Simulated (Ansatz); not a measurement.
The cell of SiO₂ in space group I-42d. The cell is taken from coordinates from a relaxation with Ansatz 0.2.0, DFT, PBEsol, plane waves, PAW.

```xyz
12
Lattice="4.9866 0.0000 0.0000 0.0000 4.9866 0.0000 0.0000 0.0000 7.3401" Properties=species:S:1:pos:R:3 pbc="T T T"
Si    0.0000    0.0000    0.0000
Si    0.0000    2.4933    1.8350
O     1.2466    2.9692    2.7525
O     0.4759    1.2466    0.9175
O     3.7399    2.0174    2.7525
O     4.5107    3.7399    0.9175
Si    2.4933    2.4933    3.6701
Si    2.4933    0.0000    5.5051
O     3.7399    0.4759    6.4226
O     2.9692    3.7399    4.5876
O     1.2466    4.5107    6.4226
O     2.0174    1.2466    4.5876
```

At each point the valence sum V of a Na+ ion is computed from the anions within 5 Å (s = exp((R0 − d)/b), R0 fitted to published crystal structures with b = 0.37 Å; R0: Na+–O 1.774 Å). Points too close to the other cations are excluded (2.3 Å from Si). Na+ is a guest here, not part of the formula. This is an empirical screen for pathways, not an energy calculation.

### Along which directions could Na+ move by this screen?

From a mismatch of about 0.10 v.u. the regions form a three-dimensional network. These are grid estimates, good to about 0.1 v.u.

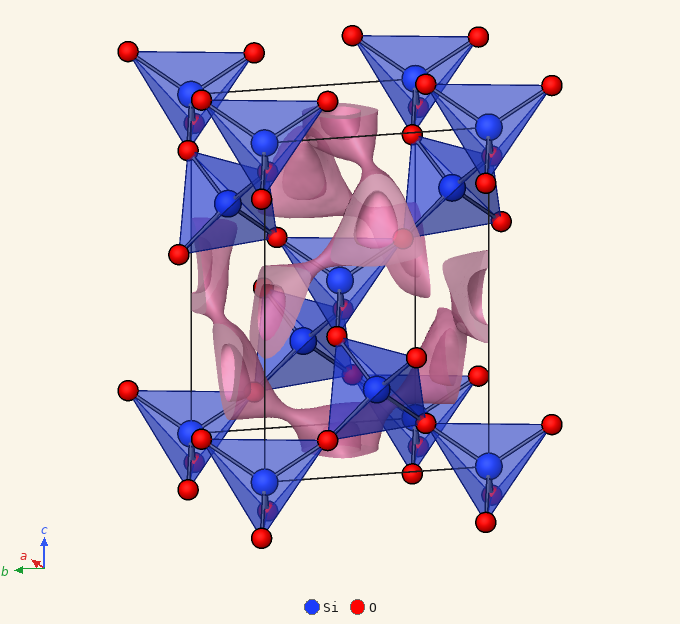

Bond-valence mismatch map for Na+ in SiO$_{2}$ (I-42d): the pink surface encloses the points where |V − 1| < 0.15 v.u. (1×1×1 cells, view from a free direction). Pale faces close the region where the drawn box cuts it. At this level they form a three-dimensional network.
